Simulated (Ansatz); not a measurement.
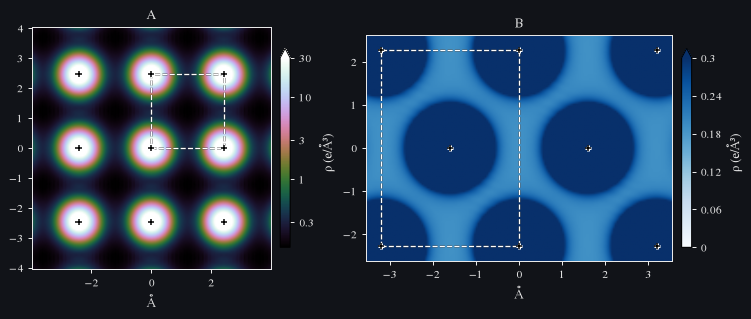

The valence pseudo-density of 2 systems, each on a plane through atoms (crosses mark nuclei in the plane).

Computed with Ansatz, DFT PBEsol, scalar-relativistic, plane waves, PAW.

System 1: Ti, the (11̄0) plane of the conventional cell. Space group Im-3m; computed without spin polarisation.

```yaml
crystal:
  lattice:
    - [3.21023, 0.00000, 0.00000]
    - [0.00000, 3.21023, 0.00000]
    - [0.00000, 0.00000, 3.21023]
  atoms:
    - { symbol: Ti, position: [0.00000, 0.00000, 0.00000] }
    - { symbol: Ti, position: [0.50000, 0.50000, 0.50000] }
```

System 2: Cu, the (010) plane of the conventional cell. Space group Cmcm; a structure from a database of computed crystals, not necessarily the ambient phase; computed without spin polarisation.

### Match each panel to its system.

Panel A is system 2, Cu: the plane holds Cu. Cu–Cu (2.43 Å): the density is about 0.32 e/Å³ at the midpoint. Panel B is system 1, Ti: the plane holds Ti. Ti–Ti (2.78 Å): ρ at the midpoint is about 0.2 e/Å³.
